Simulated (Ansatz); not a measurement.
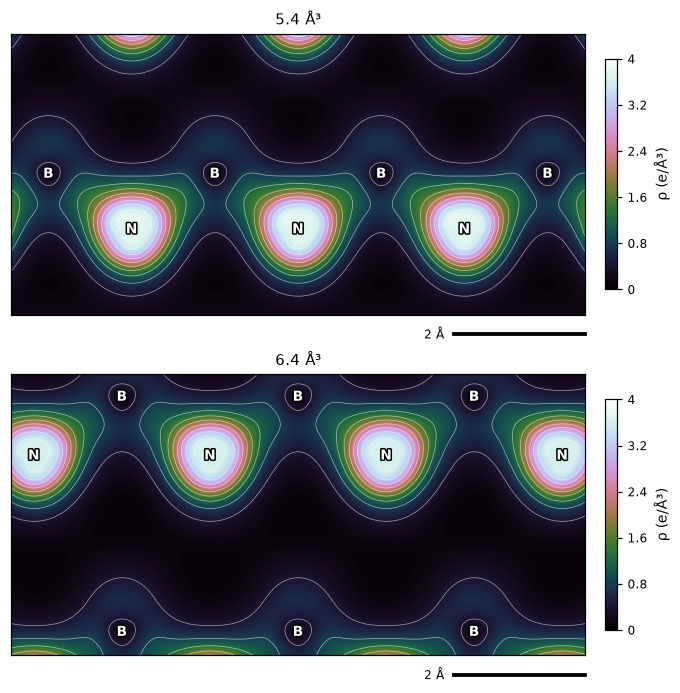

BN. The valence pseudo-density of cells scaled evenly to different volumes (given per atom above each panel), on the (011̄) plane of each (indices in the axes of the cell below), at one length scale and on one colour scale.

A structure from a database of computed crystals, not necessarily the ambient phase.

All numbers below come from Ansatz, DFT PBE, scalar-relativistic, plane waves, PAW.

Core electrons are frozen (PAW), and the valence fields are smoothed inside the atomic spheres.

The largest cell:

```cif
data_structure
_symmetry_space_group_name_H-M 'P 1'
_symmetry_Int_Tables_number 1
_cell_length_a 2.6794
_cell_length_b 2.5294
_cell_length_c 2.6794
_cell_angle_alpha 61.834
_cell_angle_beta 56.331
_cell_angle_gamma 61.834
_cell_volume 12.76
loop_
_atom_site_label
_atom_site_type_symbol
_atom_site_fract_x
_atom_site_fract_y
_atom_site_fract_z
_atom_site_occupancy
B1 B 0.00000 0.00000 0.00000 1
N1 N 0.75000 0.75000 0.75000 1
```

| volume (Å³/atom) | B–N contact in the plane (Å) | ρ at its midpoint (e/Å³) | pressure (GPa) | gap on the mesh (eV) | 
| --- | --- | --- | --- | --- |
| 5.38 | 1.522 | 1.559 | 44.9 | 3.49 | 
| 5.95 | 1.574 | ? | ? | ? | 
| 6.38 | 1.611 | 1.302 | −22.6 | 3.45 | 

What values belong in the row with question marks?

Answer. Over the known rows ln ρ falls by 2.02 per Å of B–N distance (the line through the two), which gives 1.403 e/Å³ at 1.574 Å; the calculation gives 1.403 e/Å³. For the pressure, a straight line in volume between the neighbouring rows gives 6.4 GPa; the calculation gives 0.0, lower because pressure rises ever faster on compression. For the gap on the mesh, a straight line in volume between the neighbouring rows gives 3.47 eV; the calculation gives 3.48.
